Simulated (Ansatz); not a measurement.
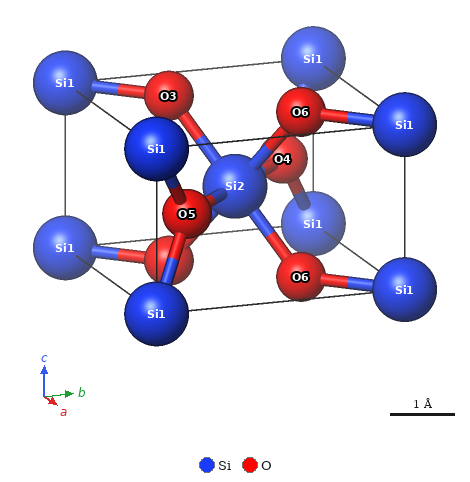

Figure 1. The structure as given in the input (ball-and-stick view of the cell of the calculation, seen slightly off an axis; atoms are numbered from 1 in the order of the input). An atom can appear more than once, as a periodic image. Near neighbours in the periodic cell (some may lie outside the picture): Si has 6 O at 1.76 to 1.79 Å; O has 3 Si at 1.76 to 1.79 Å.

Run report: SiO$_{2}$, band-structure calculation

- system: SiO$_{2}$ (P4₂/mnm, 6 atoms in the cell)
- method: DFT, PBE, plane waves, PAW, no spin polarisation (Ansatz 0.2.0)

The structure was built on a prototype by a generator. The geometry comes from this level: r2SCAN (a point of a series of strains). It belongs to a series of runs on one base structure; here: epitaxial_xy strain -1.0%. Figures and captions count atoms from 1; the log counts them from 0 in places.

**Input**
```yaml
crystal:
  lattice:
    - [4.1433369106, 0.0, 0.0]
    - [0.0, 4.1433369106, 0.0]
    - [0.0, 0.0, 2.6829309357]
  atoms:
    - { symbol: Si, position: [0.0, 0.0, 0.0] }
    - { symbol: Si, position: [0.5, 0.5, 0.5] }
    - { symbol: O, position: [0.3051305505, 0.3051305505, 0.0] }
    - { symbol: O, position: [0.1948694495, 0.8051305505, 0.5] }
    - { symbol: O, position: [0.8051305505, 0.1948694495, 0.5] }
    - { symbol: O, position: [0.6948694495, 0.6948694495, 0.0] }
kpoints:
  mp_grid: { grid: [6, 6, 10] }
  band_path:
    path:
      - [0.0, 0.0, 0.0]
      - [0.0, 0.5, 0.0]
      - [0.5, 0.5, 0.0]
      - [0.0, 0.0, 0.5]
      - [0.0, 0.5, 0.5]
      - [0.5, 0.5, 0.5]
    npoints: 1
hamiltonian:
  xc: pbe
scf:
  occupations: { method: fermi_dirac, width: 0.02 }
  n_extra_bands: 5
output:
  forces: true
  stress: true
  eigenvalues: true
  write_density: true
  write_potential: true
  elf: true
  volumetric_format: npy
```

Launch command:
```bash
ansatz run input.yaml --threads 2 --pin off --max-ram 20275MiB --backend cpu --events-out ev --progress --plain --runs-dir out
```

**The program's output**
```
scf.n_extra_bands = 5 over 16 filled bands (N_el = 32.0): the run solves 21 bands
Engine: ansatz 0.2.0, x86_64-unknown-linux-gnu
Pseudopotentials: kind: paw
Pseudopotential: Si, paw, valence charge 4, recommended cutoff 420 eV (normal), Si.paw.azcp
Pseudopotential: O, paw, valence charge 6, recommended cutoff 420 eV (normal), O.paw.azcp
Functional definition: PBE
  parameter kappa = 0.804
  parameter beta = 0.06672455060314922
  exchange = pbe_x(kappa = kappa, mu = beta*pi^2/3)
  correlation = pbe_c(beta = beta)
Crystal: 6 atoms, lattice volume = 46.059 Å³
Basis set: ecut = 420 eV, 913 PW (Γ), exchange–correlation on 60×60×36 points (8 copies of the dense FFT grid, shifted against one another)
Bands: 21, of which v1, the nominal top of the filled ones, is band 16 counted from 1 (15 counted from 0)
Symmetry: 16 space group operations
Space group: P42/mnm (ITA 136), of the structure as read, at distance tolerance 3.6e-5 Å
k-points: 60 of 360
Non-local potential: Si, projectors of the file, l = 0: 2, l = 1: 2, l = 2: 2
Non-local potential: O, projectors of the file, l = 0: 2, l = 1: 2, l = 2: 1
PAW form: soft (Blöchl's): semilocal exchange-correlation on the pseudo side does not see the compensation charge
PAW one-centre angular grid: Si, 110 points (default); XC on 64 Gauss nodes
PAW one-centre angular grid: O, 110 points (default); XC on 64 Gauss nodes
Initial density: superposition of atomic densities (neutral atoms: chi_scale 0, normalization atom), corrected by the library's trained network
Initial wavefunctions: pseudopotential atomic-orbital guess
Functional: x = pbe(κ = 0.804, μ = 0.2195149727645171), c = pbe(β = 0.06672455060314922)
SCF iter   1: F=—  HF=-3546.922664 eV  |F-HF|=—  |Δ(HF+E_count)|=         —  Δρ=3.46e-3  dr2=2.16e-3  ethr=1.77e-3  ⟨swp⟩=6.8  Hψ=7141  notcnv=0
preconditioner: auto → none  [insulator: Δε(μ)=5.734 eV  Ē_g=18.517 eV  σ=0.020 eV  W_gap=1.00  n_scr=10 (ndim 8)  ℏωp=31.0 eV  f_vac=0.000  D(μ)=0.00/eV (n_scr^D=0)  ε∞_Penn≈3.8]
SCF iter   2: F=—  HF=-3546.923113 eV  |F-HF|=—  |Δ(HF+E_count)|=   4.49e-4  Δρ=1.59e-3  dr2=3.91e-4  ethr=6.75e-6  ⟨swp⟩=2.0  Hψ=2883  notcnv=0  defer=60
SCF iter   3: F=—  HF=-3546.923163 eV  |F-HF|=—  |Δ(HF+E_count)|=   5.02e-5  Δρ=7.14e-4  dr2=5.79e-5  ethr=1.22e-6  ⟨swp⟩=2.0  Hψ=1922  notcnv=0  defer=60
SCF iter   4: F=—  HF=-3546.923148 eV  |F-HF|=—  |Δ(HF+E_count)|=   1.51e-5  Δρ=1.12e-4  dr2=2.11e-6  ethr=1.81e-7  ⟨swp⟩=2.6  Hψ=2173  notcnv=0  defer=60
iter 5 did not close the SCF: its close was put off for the readings that it lacked (scf_convergence_deferred on its scf_iter line)
SCF iter   5: F=-3546.923150 eV  HF=-3546.923150 eV  |F-HF|=3.40e-9  |Δ(HF+E_count)|=   1.89e-6  Δρ=1.67e-5  dr2=5.86e-8  ethr=6.60e-9  ⟨swp⟩=2.0  Hψ=1966  notcnv=0  defer=60
SCF iter   6: F=-3546.923150 eV  HF=-3546.923150 eV  |F-HF|=8.59e-10  |Δ(HF+E_count)|=   2.63e-8  Δρ=2.14e-6  dr2=6.28e-10  ethr=1.83e-10  ⟨swp⟩=9.8  Hψ=9088  notcnv=0
SCF 1 converged in 6 iterations: F = -3546.923150 eV  dr2 = 6.28e-10
  greatest PAW one-centre occupation: 0.861 electrons in one spin orbital (limit 2), on the O atom at site 5 (counted from 0), in its partial waves of l = 0
```

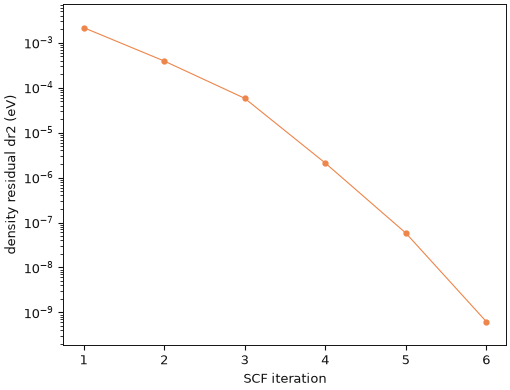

Figure 2. Convergence of the self-consistent field: density residual dr2 against the SCF iteration. The residual falls at every step.

```
NSCF: frozen V_eff on 6 k-points
SCF converged after 6 iterations
Free energy (F): -3546.923150 eV
Harris-Foulkes:  -3546.923150 eV  (|F-HF|=8.59e-10)
Internal energy: -3546.923150 eV  (E = F + TS)
E sigma→0 (E₀):  -3546.923150 eV
Fermi energy:    13.664814 eV
--- Per-component energies (eV) ---
  E_band       = 71.619907
  E_kinetic    = 817.553766
  E_local      = -1208.213685  (includes V_loc(G=0)·N_el)
  E_nonlocal   = 236.951902
  E_hartree    = 429.603450
  E_xc         = -412.805048
  E_vxc        = -480.768588  (∫ρ·V_xc dr)
  E_paw        = -1662.244443  (= ΣΔE_a)
  E_vpaw       = -153.120969  (= ΣTr[D̂ρ^β])
  E_aug_tail   = 0.010098  (compensation charges beyond the density's cutoff)
  E_ewald      = -1747.779190
  E_smearing   = -0.000000  (= −TS)
  E_closure    = 0.000000  (closes the sum)
  Σ components = -3546.923150   (vs F -3546.923150, Δ=0.00e0)
--- Forces (eV/Å), atoms counted from 1 ---
  atom   1  Si    -0.00000000    -0.00000000     0.00000000
  atom   2  Si    -0.00000000     0.00000000     0.00000000
  atom   3  O     -0.04678851    -0.04678851     0.00000000
  atom   4  O      0.04678851    -0.04678851     0.00000000
  atom   5  O     -0.04678851     0.04678851     0.00000000
  atom   6  O      0.04678851     0.04678851     0.00000000
  max |Σ_I F_I| component: 2.78e-17 eV/Å
--- Stress (GPa, compression-positive) ---
       15.061367       0.000000       0.000000
        0.000000      15.061367       0.000000
        0.000000       0.000000      10.614708
  P = ⅓ Tr σ = 13.5791 GPa (135.791 kbar)
--- Band table (eV; the first three rows and the last of 60) ---
  k-point 0: bands = ["-11.8691", "-8.1714", "-8.1714", "-7.8499", "-0.2021", "4.3622", "4.3622", "4.4446", "5.2146", "5.6874", "7.5770", "7.5770", "8.2625", "9.9182", "9.9182", "10.8004", "16.5292", "17.3728", "19.2043", "19.2043", "21.9612"]
  k-point 1: bands = ["-11.7366", "-8.1054", "-8.1054", "-7.8422", "-0.1531", "4.4720", "4.4720", "4.5896", "4.8606", "5.4923", "7.1276", "7.1276", "7.7896", "9.8180", "9.8180", "10.6701", "17.0253", "18.0922", "19.7965", "19.7965", "21.2944"]
  k-point 2: bands = ["-11.3495", "-7.9253", "-7.9253", "-7.8646", "-0.0302", "4.1796", "4.7886", "4.7886", "4.8085", "5.0167", "6.0946", "6.0946", "6.8475", "9.5027", "9.5027", "10.2655", "18.0143", "19.7637", "20.9016", "21.2228", "21.2228"]
  k-point 59: bands = ["-8.7984", "-8.7984", "-7.6406", "-7.6406", "-0.0857", "-0.0857", "2.5238", "2.5238", "6.2848", "6.2848", "6.3076", "6.3076", "9.0788", "9.0788", "9.2184", "9.2184", "18.1232", "18.1232", "22.0196", "22.0196", "22.5435"]
```

**File rho_z.tsv**
```
# z_ang	rho[e/angstrom^3]
# format = ansatz-planar-average/11
# lattice	4.143336911	0.000000000	0.000000000
# lattice	0.000000000	4.143336911	0.000000000
# lattice	0.000000000	0.000000000	2.682930936
# sites	6
# site	14	0.000000000	0.000000000	0.000000000
# site	14	2.071668455	2.071668455	1.341465468
# site	8	1.264258672	1.264258672	0.000000000
# site	8	0.807409783	3.335927128	1.341465468
# site	8	3.335927128	0.807409783	1.341465468
# site	8	2.879078238	2.879078238	0.000000000
0.000000	9.267470e-1
0.149052	8.693351e-1
0.298103	7.283854e-1
0.447155	5.774607e-1
0.596207	4.879027e-1
0.745259	4.879027e-1
0.894310	5.774607e-1
1.043362	7.283854e-1
1.192414	8.693351e-1
1.341465	9.267470e-1
1.490517	8.693351e-1
1.639569	7.283854e-1
1.788621	5.774607e-1
1.937672	4.879027e-1
2.086724	4.879027e-1
2.235776	5.774607e-1
2.384827	7.283854e-1
2.533879	8.693351e-1
```

**File v_z.tsv**
```
# z_ang	v_es[eV]	v_tot[eV]
# format = ansatz-planar-average/11
# xc	pbe
# density_cutoff_ev	1680
# datasets	Si=:simpson_from_first_knot:soft	O=:simpson_from_first_knot:soft
# lattice	4.143336911	0.000000000	0.000000000
# lattice	0.000000000	4.143336911	0.000000000
# lattice	0.000000000	0.000000000	2.682930936
# sites	6
# site	14	0.000000000	0.000000000	0.000000000
# site	14	2.071668455	2.071668455	1.341465468
# site	8	1.264258672	1.264258672	0.000000000
# site	8	0.807409783	3.335927128	1.341465468
# site	8	3.335927128	0.807409783	1.341465468
# site	8	2.879078238	2.879078238	0.000000000
0.000000	-3.275146e-1	-1.308333e1
0.149052	3.381906e-1	-1.227412e1
0.298103	2.182125e0	-1.015849e1
0.447155	4.544927e0	-7.418686e0
0.596207	6.786519e0	-4.865357e0
0.745259	6.786519e0	-4.865357e0
0.894310	4.544927e0	-7.418686e0
1.043362	2.182125e0	-1.015849e1
1.192414	3.381906e-1	-1.227412e1
1.341465	-3.275146e-1	-1.308333e1
1.490517	3.381906e-1	-1.227412e1
1.639569	2.182125e0	-1.015849e1
1.788621	4.544927e0	-7.418686e0
1.937672	6.786519e0	-4.865357e0
2.086724	6.786519e0	-4.865357e0
2.235776	4.544927e0	-7.418686e0
2.384827	2.182125e0	-1.015849e1
2.533879	3.381906e-1	-1.227412e1
```

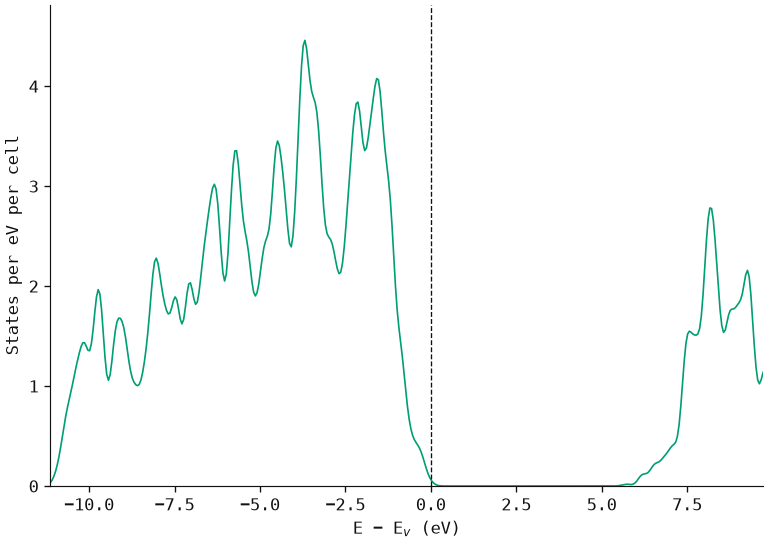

Figure 3. Density of states (the curve is built from the levels of the k mesh with Gaussians 0.3 eV wide, which also blur the band edges), with energies from the valence-band top. There is a gap of 5.73 eV on the k-point mesh. Small ripples come from the finite k-point mesh.

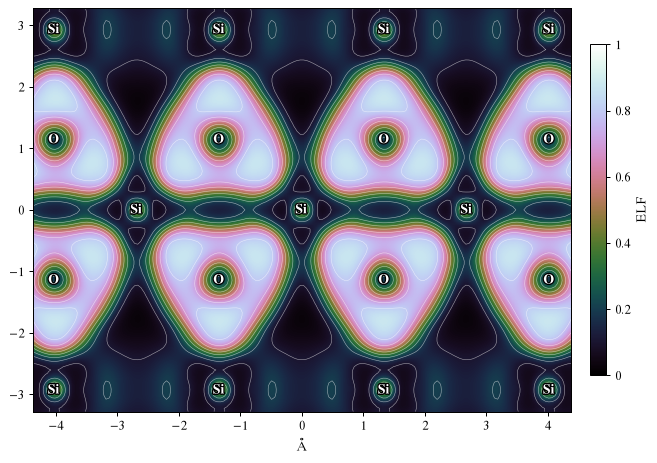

Figure 4. ELF on the (110) plane of the conventional cell. The fields are those of the smooth PAW valence density.

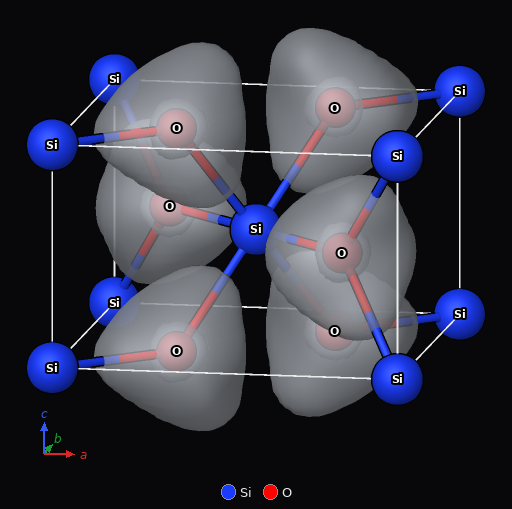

Figure 5. Isosurface of the electron localisation function at 0.65 (grey), seen slightly off an axis. Only the valence region is drawn (cores and ρ < 0.01 e/Å³ removed). Sticks mark near contacts. The outline is the cell set on symmetry axes. Along the contacts the grid gives the following.

**Key numbers**

```json
{"quantity": "outcome", "value": "converged"}
{"quantity": "space group (tolerance 0.01 Å)", "value": "P4₂/mnm (136)"}
{"quantity": "electrons treated", "value": "32"}
{"quantity": "free energy", "value": "−3546.9231 eV"}
{"quantity": "Fermi energy", "value": "13.665 eV"}
{"quantity": "gap on the k-point mesh", "value": "5.73 eV"}
{"quantity": "pressure", "value": "13.58 GPa"}
{"quantity": "largest force (length of the vector)", "value": "0.066 eV/Å"}
{"quantity": "hardware", "value": "2 threads of AMD EPYC (Zen 3), 288 GiB of memory available, shared host"}
{"quantity": "wall time", "value": "1.5 s (CPU time 2.9 s)"}
{"quantity": "peak memory", "value": "0.55 GiB"}
```

**Remarks**

The cell is under a pressure of 13.6 GPa at this level, so it is not at its equilibrium volume.
